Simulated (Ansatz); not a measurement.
# From Ag to Au

System: Ag (Im-3m, 1 atom in the cell).
Method of run 1: DFT PBE, scalar-relativistic, plane waves, PAW, no spin polarisation (Ansatz 0.2.0).
System of run 2: Au (Im-3m, 1 atom in the cell).

On run 1: The structure was made by swapping elements on the sites of another compound; it need not be a known phase. On run 2: The structure derives from a Materials Project entry. Text and figures count atoms from 1; the logs count them from 0 in places.

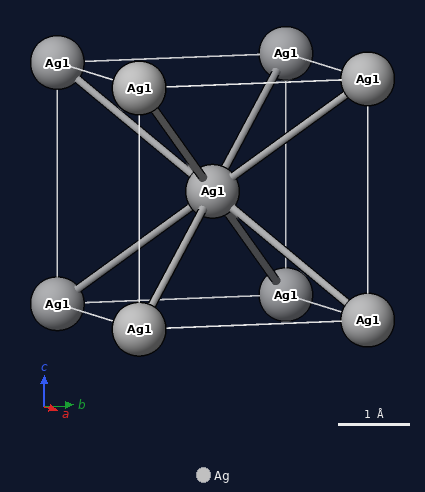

Fig. 1: The structure as given in the input (ball-and-stick view of the cell 2 times as large as that of the calculation, set on its symmetry axes, seen slightly off an axis; atoms are numbered from 1 in the order of the input). Near neighbours in the crystal (not all of them lie inside the picture): Ag has 8 Ag at 2.99 Å.

The input, run 1:
```yaml
crystal:
  lattice:
    - [-1.7240689148, 1.7240689148, 1.7240689148]
    - [1.7240689148, -1.7240689148, 1.7240689148]
    - [1.7240689148, 1.7240689148, -1.7240689148]
  atoms:
    - { symbol: Ag, position: [0.0, 0.0, 0.0] }
basis:
  ecutwfc: 420
kpoints:
  mp_grid: { grid: [18, 18, 18] }
hamiltonian:
  xc: pbe
scf:
  occupations: { method: gaussian, width: 0.1 }
output:
  forces: true
  stress: true
  eigenvalues: true
relax:
  adjacent_minimum: "off"
  f_tol: 0.01
  max_steps: 60
  cell: { stress_tol: 0.1 }
```

Command:
```bash
ansatz run input.yaml --threads 1 --pin off --max-ram 2560MiB --backend cpu --events-out ev --progress --plain --runs-dir out
```

Hardware: 1 thread of Arm Neoverse V2, 240 GiB of memory available, shared host.

Output, shortened to warnings, some set-up lines, iterations and results (run 1):
```
Basis set: ecut = 420 eV, 381 PW (Γ), exchange–correlation on 40×40×40 points (8 copies of the dense FFT grid, shifted against one another)
Symmetry: 48 space group operations
k-points: 195 of 5832
Initial density: superposition of atomic densities (neutral atoms: chi_scale 0, normalization atom), corrected by the library's trained network
[...]
SCF iter   1: F=—  HF=-7590.447475 eV  |F-HF|=—  |Δ(HF+E_count)|=         —  Δρ=8.06e-4  dr2=3.77e-5  ethr=1.77e-3  ⟨swp⟩=4.8  Hψ=13491  notcnv=0
SCF iter   2: F=—  HF=-7590.447655 eV  |F-HF|=—  |Δ(HF+E_count)|=   1.80e-4  Δρ=4.20e-4  dr2=9.46e-6  ethr=1.98e-7  ⟨swp⟩=2.1  Hψ=6128  notcnv=0
SCF iter   3: F=—  HF=-7590.447677 eV  |F-HF|=—  |Δ(HF+E_count)|=   2.25e-5  Δρ=1.29e-4  dr2=1.27e-6  ethr=4.98e-8  ⟨swp⟩=2.1  Hψ=3535  notcnv=0
SCF iter   4: F=-7590.447680 eV  HF=-7590.447680 eV  |F-HF|=5.43e-8  |Δ(HF+E_count)|=   2.09e-6  Δρ=1.82e-5  dr2=4.02e-8  ethr=6.69e-9  ⟨swp⟩=2.1  Hψ=3563  notcnv=0
SCF iter   5: F=-7590.447680 eV  HF=-7590.447680 eV  |F-HF|=1.55e-9  |Δ(HF+E_count)|=   6.13e-8  Δρ=2.98e-6  dr2=8.85e-10  ethr=2.12e-10  ⟨swp⟩=2.0  Hψ=3703  notcnv=0
[... 27 lines ...]
SCF iter   4: F=—  HF=-7590.517837 eV  |F-HF|=—  |Δ(HF+E_count)|=   9.19e-8  Δρ=4.62e-6  dr2=1.82e-9  ethr=6.34e-10  ⟨swp⟩=2.4  Hψ=4126  notcnv=0
SCF iter   5: F=—  HF=-7590.517837 eV  |F-HF|=—  |Δ(HF+E_count)|=   1.66e-9  Δρ=6.63e-7  dr2=6.07e-11  ethr=9.60e-12  ⟨swp⟩=2.6  Hψ=4573  notcnv=0
SCF iter   6: F=-7590.517837 eV  HF=-7590.517837 eV  |F-HF|=0.00e0  |Δ(HF+E_count)|=  4.18e-11  Δρ=2.14e-7  dr2=7.02e-12  ethr=1.00e-12  ⟨swp⟩=3.5  Hψ=7511  notcnv=0
SCF 5 converged in 6 iterations: F = -7590.517837 eV  dr2 = 7.02e-12
relax step   5: F+E_penalty+E_count = -7590.51783701 eV  Δ(F+E_penalty+E_count) = +1.033e-3 eV  max|allowed force component| = 0.000e0 eV/Å  Δτ_max = 0.0000 Å  P = -0.026 GPa …
basis re-selected at this cell: Δ(F+E_penalty+E_count) = +1.033e-3 eV, ΔP = +0.001 GPa vs the last step (what re-selecting the basis moved, of the pressure what is left beyond the Pulay correction that the steps carried, after the strain that the cell walked since its last selection, with what the …
SCF converged after 6 iterations
Free energy (F): -7590.517837 eV
Harris-Foulkes:  -7590.517837 eV  (|F-HF|=0.00e0)
Internal energy: -7590.515421 eV  (E = F + TS)
E sigma→0 (E₀):  -7590.516629 eV
Entropy (-TS):   -0.002416 eV (-2.416 meV/atom)
Fermi energy:    16.168861 eV
--- Per-component energies (eV) ---
  E_band       = -254.238721
  E_kinetic    = 527.014793
  E_local      = -2280.062472  (includes V_loc(G=0)·N_el)
  E_nonlocal   = 80.130463
  E_hartree    = 1032.496034
  E_xc         = -184.661568
  E_vxc        = -234.609559  (∫ρ·V_xc dr)
  E_paw        = -3902.122667  (= ΣΔE_a)
  E_vpaw       = -411.704455  (= ΣTr[D̂ρ^β])
  E_aug_tail   = 0.000314  (compensation charges beyond the density's cutoff)
  E_ewald      = -2863.310318
  E_smearing   = -0.002416  (= −TS)
  E_closure    = 0.000000  (closes the sum)
  Σ components = -7590.517837   (vs F -7590.517837, Δ=0.00e0)
--- Forces (eV/Å), atoms counted from 1 ---
  atom   1  Ag    -0.00000000     0.00000000    -0.00000000
  max |Σ_I F_I| component: 1.40e-31 eV/Å
--- Stress (GPa, compression-positive) ---
       -0.025887       0.000000       0.000000
       -0.000000      -0.025887       0.000000
        0.000000      -0.000000      -0.025887
  P = ⅓ Tr σ = -0.0259 GPa (-0.259 kbar)
--- Relaxed structure (4 steps of the walk, 4 accepted, 1 SCFs on fresh bases) ---
  F+E_penalty+E_count = -7590.51783701 eV   max|allowed force component| = 0.000e0 eV/Å   (the final SCF, on the basis selected at the relaxed cell)
  cell:  # Å, volume = 18.0253 Å³
    - [-1.6517355183407005, 1.6517355183407005, 1.6517355183407005]
    - [1.6517355183407005, -1.6517355183407005, 1.6517355183407005]
    - [1.6517355183407005, 1.6517355183407005, -1.6517355183407005]
  atoms:
    - { symbol: Ag, position: [0.0, 0.0, 0.0] }
```

The input of run 2 differs as follows (lines with − go, lines with + come):
```diff
-    - [-1.7240689148, 1.7240689148, 1.7240689148]
-    - [1.7240689148, -1.7240689148, 1.7240689148]
-    - [1.7240689148, 1.7240689148, -1.7240689148]
+    - [-1.657269, 1.657269, 1.657269]
+    - [1.657269, -1.657269, 1.657269]
+    - [1.657269, 1.657269, -1.657269]
-    - { symbol: Ag, position: [0.0, 0.0, 0.0] }
+    - { symbol: Au, position: [0.0, 0.0, 0.0] }
-  f_tol: 0.01
-  max_steps: 60
-  cell: { stress_tol: 0.1 }
+  f_tol: 0.005
+  max_steps: 80
+  cell: { stress_tol: 0.05 }
```

Predict how the results change.

The total energies belong to different systems, so their difference says nothing on which is more stable or more accurate. The volume per atom goes from 18.03 to 17.99 Å³. The SCF takes 26 iterations over all geometry steps against 27.

Output, shortened to warnings, some set-up lines, iterations and results (run 2):
```
Basis set: ecut = 420 eV, 369 PW (Γ), exchange–correlation on 40×40×40 points (8 copies of the dense FFT grid, shifted against one another)
Symmetry: 48 space group operations
k-points: 195 of 5832
Initial density: superposition of atomic densities (neutral atoms: chi_scale 0, normalization atom), corrected by the library's trained network
[...]
SCF iter   1: F=—  HF=-13149.307306 eV  |F-HF|=—  |Δ(HF+E_count)|=         —  Δρ=2.03e-3  dr2=1.61e-4  ethr=1.77e-3  ⟨swp⟩=4.6  Hψ=13641  notcnv=0
SCF iter   2: F=—  HF=-13149.307699 eV  |F-HF|=—  |Δ(HF+E_count)|=   3.93e-4  Δρ=9.70e-4  dr2=2.93e-5  ethr=8.47e-7  ⟨swp⟩=2.7  Hψ=5896  notcnv=0
SCF iter   3: F=—  HF=-13149.307756 eV  |F-HF|=—  |Δ(HF+E_count)|=   5.65e-5  Δρ=3.75e-4  dr2=6.83e-6  ethr=1.54e-7  ⟨swp⟩=2.0  Hψ=3711  notcnv=0
SCF iter   4: F=-13149.307764 eV  HF=-13149.307764 eV  |F-HF|=2.52e-8  |Δ(HF+E_count)|=   8.44e-6  Δρ=2.10e-5  dr2=1.91e-8  ethr=3.60e-8  ⟨swp⟩=2.0  Hψ=3721  notcnv=0
SCF iter   5: F=-13149.307764 eV  HF=-13149.307764 eV  |F-HF|=2.46e-10  |Δ(HF+E_count)|=   2.91e-8  Δρ=2.09e-6  dr2=1.98e-10  ethr=1.00e-10  ⟨swp⟩=2.4  Hψ=4323  notcnv=0
[... 26 lines ...]
SCF iter   3: F=—  HF=-13149.308869 eV  |F-HF|=—  |Δ(HF+E_count)|=   2.09e-9  Δρ=3.37e-6  dr2=1.68e-9  ethr=4.14e-11  ⟨swp⟩=2.4  Hψ=4234  notcnv=0
SCF iter   4: F=—  HF=-13149.308869 eV  |F-HF|=—  |Δ(HF+E_count)|=  4.20e-10  Δρ=7.49e-7  dr2=1.57e-11  ethr=8.82e-12  ⟨swp⟩=2.4  Hψ=4186  notcnv=0
SCF iter   5: F=-13149.308869 eV  HF=-13149.308869 eV  |F-HF|=3.64e-12  |Δ(HF+E_count)|=  6.00e-11  Δρ=1.71e-8  dr2=2.07e-14  ethr=1.00e-12  ⟨swp⟩=5.0  Hψ=9999  notcnv=0
SCF 5 converged in 5 iterations: F = -13149.308869 eV  dr2 = 2.07e-14
relax step   5: F+E_penalty+E_count = -13149.30886913 eV  Δ(F+E_penalty+E_count) = +7.179e-5 eV  max|allowed force component| = 0.000e0 eV/Å  Δτ_max = 0.0000 Å  P = +0.002 …
basis re-selected at this cell: Δ(F+E_penalty+E_count) = +7.179e-5 eV, ΔP = +0.002 GPa vs the last step (what re-selecting the basis moved, of the pressure what is left beyond the Pulay correction that the steps carried, after the strain that the cell walked since its last selection, with what the …
SCF converged after 5 iterations
Free energy (F): -13149.308869 eV
Harris-Foulkes:  -13149.308869 eV  (|F-HF|=3.64e-12)
Internal energy: -13149.308108 eV  (E = F + TS)
E sigma→0 (E₀):  -13149.308489 eV
Entropy (-TS):   -0.000761 eV (-0.761 meV/atom)
Fermi energy:    19.247821 eV
--- Per-component energies (eV) ---
  E_band       = -230.621262
  E_kinetic    = 604.109572
  E_local      = -1783.538781  (includes V_loc(G=0)·N_el)
  E_nonlocal   = 74.230252
  E_hartree    = 755.454271
  E_xc         = -227.694503
  E_vxc        = -274.802529  (∫ρ·V_xc dr)
  E_paw        = -9706.684879  (= ΣΔE_a)
  E_vpaw       = -361.529747  (= ΣTr[D̂ρ^β])
  E_aug_tail   = 0.001435  (compensation charges beyond the density's cutoff)
  E_ewald      = -2865.185474
  E_smearing   = -0.000761  (= −TS)
  E_closure    = -0.000000  (closes the sum)
  Σ components = -13149.308869   (vs F -13149.308869, Δ=0.00e0)
--- Forces (eV/Å), atoms counted from 1 ---
  atom   1  Au    -0.00000000     0.00000000     0.00000000
  max |Σ_I F_I| component: 1.19e-31 eV/Å
--- Stress (GPa, compression-positive) ---
        0.002380       0.000000      -0.000000
        0.000000       0.002380       0.000000
        0.000000      -0.000000       0.002380
  P = ⅓ Tr σ = 0.0024 GPa (0.024 kbar)
--- Relaxed structure (4 steps of the walk, 3 accepted, 1 SCFs on fresh bases) ---
  F+E_penalty+E_count = -13149.30886913 eV   max|allowed force component| = 0.000e0 eV/Å   (the final SCF, on the basis selected at the relaxed cell)
  cell:  # Å, volume = 17.9899 Å³
    - [-1.6506545191872704, 1.6506545191872704, 1.6506545191872704]
    - [1.6506545191872704, -1.6506545191872704, 1.6506545191872704]
    - [1.6506545191872704, 1.6506545191872704, -1.6506545191872704]
  atoms:
    - { symbol: Au, position: [0.0, 0.0, 0.0] }
```

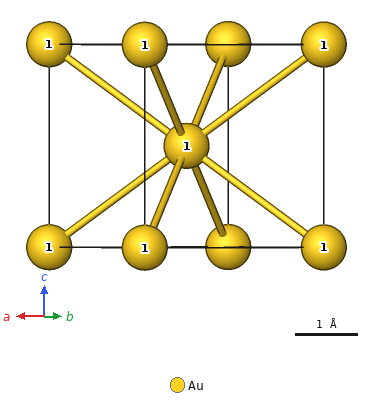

Fig. 2: The input structure of run 2 (ball-and-stick view of the cell 2 times as large as that of the calculation, set on its symmetry axes, seen at an oblique angle; atoms are numbered from 1 in the order of the input).

The two runs side by side:

```tsv
quantity	run 1	run 2
outcome	converged	converged
free energy per atom (eV)	−7590.5178	−13149.3089
energy per atom, smearing taken to zero (eV)	−7590.5166	−13149.3085
gap on the mesh (eV)	0.00	0.00
pressure (GPa)	−0.03	0.00
volume per atom (Å³)	18.03	17.99
largest force (eV/Å)	0.000	0.000
SCF iterations	27	26
irreducible k-points	195	195
wall time (shared host)	15 s	12 s
```

For run 2: Spin–orbit coupling is left out, which matters for Au.
